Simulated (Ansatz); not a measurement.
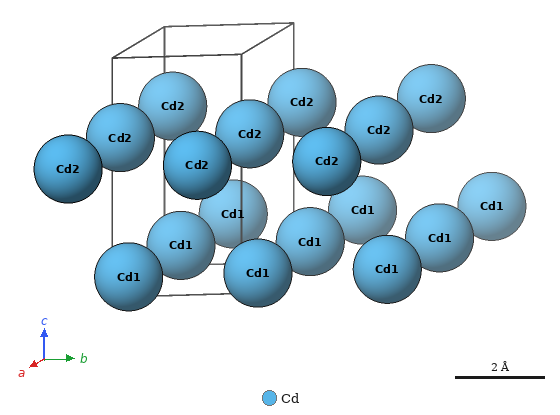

Reference structure: solid Cd (set up in P6_3/mmc). Style: spheres-only. Shown: the cell of the calculation, repeated 3 × 3 × 1 with one cell outlined, slightly off an axis.

Computed with Ansatz 0.2.0, DFT PBEsol, scalar-relativistic, plane waves, PAW. (plane-wave cutoff 420 eV; occupations gaussian; smearing width 0.1 eV; no spin polarisation) The k-mesh is chosen for each cell (18×18×8, 18×18×12).

Now this is done to it. Every cadmium atom is replaced by iron, which gives Fe. Cell and atoms are relaxed again (to zero pressure within 0.1 GPa, forces under 0.01 eV/Å).

Input file:
```yaml
crystal:
  lattice:
    - [2.4295156967, 0.0, 0.0]
    - [-1.2147578483, 2.1040223122, 0.0]
    - [0.0, 0.0, 3.8394765837]
  atoms:
    - { symbol: Fe, position: [0.3333333333, 0.6666666667, 0.25] }
    - { symbol: Fe, position: [0.6666666667, 0.3333333333, 0.75] }
basis:
  ecutwfc: 420
kpoints:
  mp_grid: { grid: [18, 18, 12] }
hamiltonian:
  xc: pbesol
scf:
  occupations: { method: gaussian, width: 0.1 }
output:
  forces: true
  stress: true
  eigenvalues: true
relax:
  adjacent_minimum: "off"
  f_tol: 0.01
  max_steps: 60
  cell: { stress_tol: 0.1 }
```

Command:
```bash
ansatz run input.yaml --threads 1 --pin off --max-ram 2560MiB --backend cpu --events-out ev --progress --plain --runs-dir out
```

Predict the response.

Answer. The volume per atom goes from 21.06 to 9.81 Å³. Both are metals. Cell: a = b 2.944 → 2.429 Å (−17.5 %), c 5.610 → 3.842 Å (−31.5 %). Volume −53.4 %. The space group stays P6_3/mmc (No. 194).

Drawn alike, the variant:

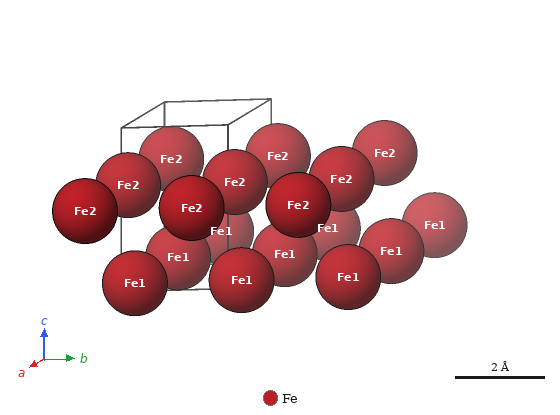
